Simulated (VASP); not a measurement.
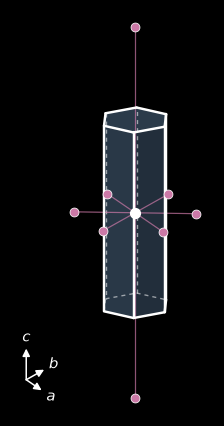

The Wigner–Seitz cell of the crystal's lattice, with lines to the lattice points that define its faces. Crystal: SiC, the geometry relaxed with VASP Kohn-Sham DFT of a periodic cell, PBE with MBD, VASP PAW PBE potentials, recommended in VASP 6.6.1. Geometry calculated from the standardised cell; symmetry tolerance 0.002 Å.

a = 3.075 Å, b = 3.075 Å, c = 10.067 Å, α = 90.00°, β = 90.00°, γ = 120.00°; space group P6_3mc, No. 186.

> What is the cell's combinatorial type?

A hexagonal prism: 8 faces (6 with 4 edges, 2 with 6 edges), 18 edges, 12 vertices. Its volume is that of the primitive cell, 82.5 Å³.

> Which lattice vectors do the faces bisect?

| example | length (Å) | faces | edges of each | area (Å²) |
| --- | --- | --- | --- | --- |
| a | 3.08 | 6 | 4 | 17.9 |
| c | 10.07 | 2 | 6 | 8.2 |
